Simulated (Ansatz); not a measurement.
MoS2: several calculations on one system

**1. Scan**

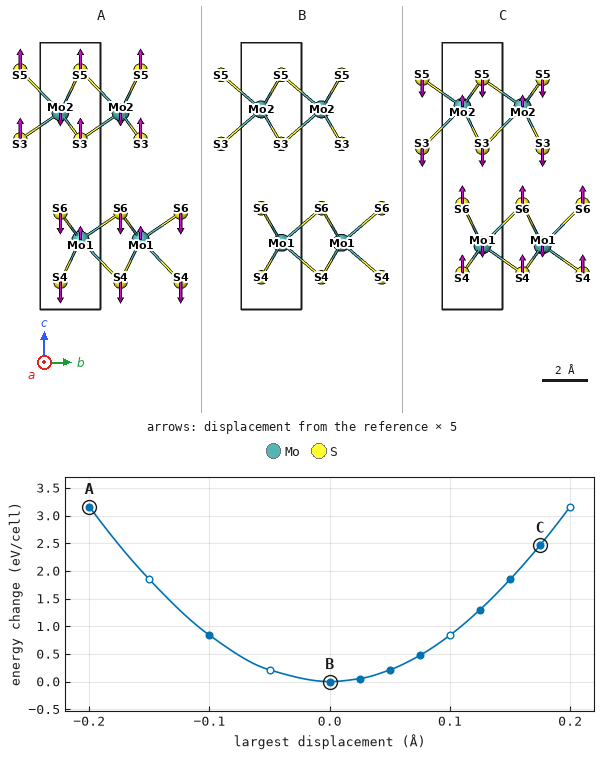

Solid MoS$_{2}$ (P6_3/mmc): a normal mode at the zone centre is frozen in with the cell fixed, the amplitude being the largest displacement of an atom. The lettered frames are marked on the plot. Hollow markers are points alike by symmetry, not computed again. The picture is a ball-and-stick view of the cell of the calculation, repeated 2 × 2 × 1 with one cell outlined, seen along the a axis. Purple arrows: displacements from the reference.

These are results of Ansatz, DFT PBE+D3(BJ), scalar-relativistic, plane waves, PAW, not measurements. (plane-wave cutoff 420 eV; k-point mesh 12 × 12 × 4; occupations gaussian; smearing width 0.05 eV; no spin polarisation). Energies (free energies at the smearing named) are counted from the relaxed crystal.

**Describe the profile.**

The harmonic wavenumber of the mode is 469 cm⁻¹, a stable vibration. The lowest computed point lies at the amplitude 0.00 Å (0.00 eV/cell). The well is symmetric. At the highest point the shortest interatomic distance is 2.20 Å, against 2.40 Å in the reference. The distortion takes the space group from P6_3/mmc to P-3m1. The band gap on the mesh, 0.78 eV in the reference, closes at −0.20 Å, 0.125 Å, 0.15 Å, 0.175 Å.

**2. Scan**

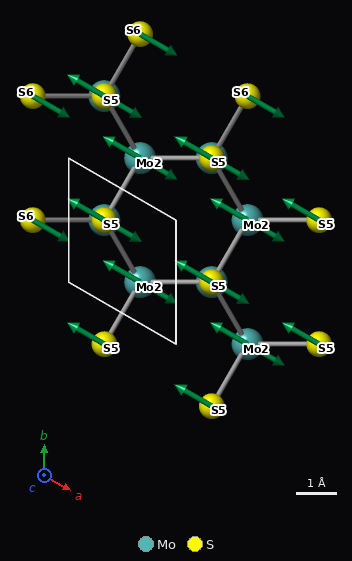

A crystal of MoS2 (P6_3/mmc): a normal mode at the zone centre (one arbitrary combination within a set of 2 degenerate modes) is frozen in with the cell fixed, the amplitude being the largest displacement of an atom. The picture shows the reference cell. The green arrows give the direction of positive displacement. The picture is a ball-and-stick view of the cell of the calculation, repeated 2 × 2 × 1 with one cell outlined, seen along the c axis.

Level of theory: DFT PBE+D3(BJ), scalar-relativistic, plane waves, PAW in Ansatz. Set-up: plane-wave cutoff 420 eV; k-point mesh 12 × 12 × 4; occupations gaussian; smearing width 0.05 eV; no spin polarisation. Energies (free energies at the smearing named) are counted from the relaxed crystal.

Input
```yaml
crystal:
  lattice:
    - [3.1493511256, 0.0, 0.0]
    - [-1.5746755628, 2.7274180802, 0.0]
    - [0.0, 0.0, 12.090753884]
  atoms:
    - { symbol: Mo, position: [0.3333333333, 0.6666666667, 0.25] }
    - { symbol: Mo, position: [0.6666666667, 0.3333333333, 0.75] }
    - { symbol: S, position: [0.3333333333, 0.6666666667, 0.6204905688] }
    - { symbol: S, position: [0.6666666667, 0.3333333333, 0.1204905688] }
    - { symbol: S, position: [0.3333333333, 0.6666666667, 0.8795094312] }
    - { symbol: S, position: [0.6666666667, 0.3333333333, 0.3795094312] }
basis:
  ecutwfc: 420
kpoints:
  mp_grid: { grid: [12, 12, 4] }
hamiltonian:
  xc: pbe
  dispersion: d3bj
scf:
  occupations: { method: gaussian, width: 0.05 }
output:
  forces: true
  stress: true
  eigenvalues: true
```

Run as
```bash
ansatz run input.yaml --threads 2 --pin off --max-ram 5120MiB --backend cpu --events-out ev --progress --plain --runs-dir out
```

### What energies does the calculation give (the amplitude: −0.40, −0.30, −0.20, −0.10, 0.00, 0.05, 0.10, 0.15, 0.20, 0.25, 0.30, 0.35, 0.40 Å)?

| largest displacement (Å) | E − E(ref) (meV/cell) |
| --- | --- |
| −0.40 | 101.5 |
| −0.30 | 61.7 |
| −0.20 | 28.8 |
| −0.10 | 7.4 |
| 0.00 | 0.0 |
| 0.05 | 1.9 |
| 0.10 | 7.4 |
| 0.15 | 16.5 |
| 0.20 | 28.8 |
| 0.25 | 44.0 |
| 0.30 | 61.7 |
| 0.35 | 81.0 |
| 0.40 | 101.5 |

Points that are alike by symmetry were computed once.

The harmonic wavenumber of the mode is 36 cm⁻¹, a stable vibration. Of the computed points the lowest is at the amplitude 0.00 Å, 0.0 meV/cell. At the ends of the scan the energy is 101.5 meV/cell (−0.40 Å) and 101.5 meV/cell (0.40 Å). The well is symmetric.

**3. Energy map**

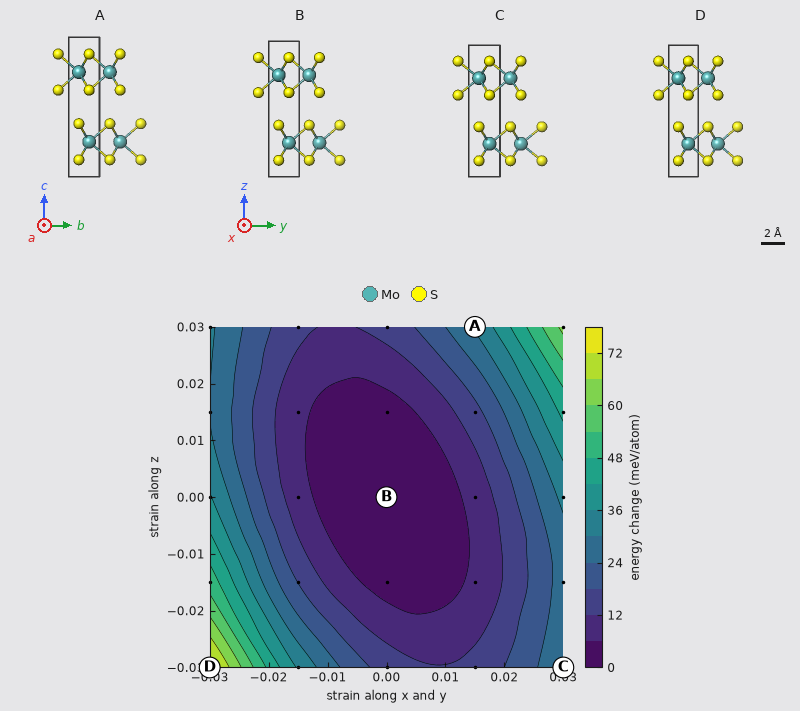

Energy scan for a crystal of MoS2 (P6_3/mmc), in which the cell is strained equally along x and y and separately along z, with the atoms kept at their fractional coordinates. x, y and z are the Cartesian axes of the input. The map is interpolated between the computed points (dots). The lettered frames are marked on it. Style: ball-and-stick. Shown: the cell of the calculation, repeated 2 × 2 × 1 with one cell outlined, along the a axis.

The calculation used DFT PBE+D3(BJ), scalar-relativistic, plane waves, PAW (Ansatz 0.2.0). (plane-wave cutoff 420 eV; k-point mesh 12 × 12 × 4; occupations gaussian; smearing width 0.05 eV; no spin polarisation). Energies (free energies at the smearing named) are counted from the relaxed crystal.

### What does the map show?

In pairs of (strain along x and y; strain along z): the lowest computed point lies at (0.000, 0.000) (0.0 meV/atom), the highest at (−0.030, −0.030) (75.4 meV/atom). The valley is tilted: raising the in-plane strain is made harder by raising the strain along z (cross term 0.43 of the geometric mean of the two curvatures). Over the ranges scanned the energy rises more along the first axis, the in-plane strain. The pressure runs from −11.4 GPa at (0.030, 0.030) to 17.4 GPa at (−0.030, −0.030). The frames lie at A (0.015, 0.030): 30.9 meV/atom, B (0.000, 0.000): 0.0 meV/atom, C (0.030, −0.030): 28.6 meV/atom, D (−0.030, −0.030): 75.4 meV/atom.

The computed points:

Rows: strain along x and y; columns: strain along z; values in meV/atom.

|  | −0.030 | −0.015 | 0.000 | 0.015 | 0.030 |
| --- | --- | --- | --- | --- | --- |
| −0.030 | 75.4 | 51.6 | 36.6 | 30.0 | 31.0 |
| −0.015 | 35.4 | 17.9 | 8.8 | 7.6 | 13.7 |
| 0.000 | 15.6 | 3.8 | 0.0 | 3.7 | 14.3 |
| 0.015 | 14.0 | 7.3 | 8.2 | 16.2 | 30.9 |
| 0.030 | 28.6 | 26.5 | 31.6 | 43.5 | 61.7 |

**4. One mode**

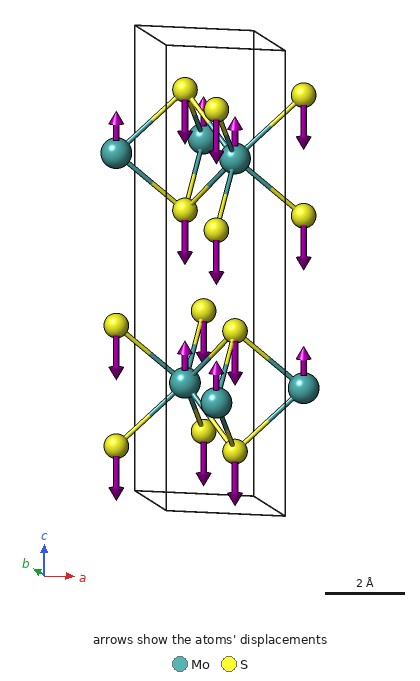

One vibrational mode of crystalline MoS2 at the zone centre. Displacements are drawn as purple arrows; their common scale and sign are arbitrary. The picture is a ball-and-stick view of the cell of the calculation, seen slightly off an axis.

Computed with DFT PBE+D3(BJ), scalar-relativistic, plane waves, PAW (Ansatz 0.2.0). (plane-wave cutoff 420 eV; k-point mesh 12 × 12 × 4; occupations gaussian; smearing width 0.05 eV; no spin polarisation)

Frequencies are those without the non-analytic (LO–TO) term.

> What mode is this, and where does it lie in the spectrum?

This is the A₂u mode at 13.9 THz, optical level 8 of 9, counted from below, infrared-active by symmetry. The S sublattice moves against the Mo sublattice, along c; the kinetic energy is shared as S 60 %, Mo 40 %.
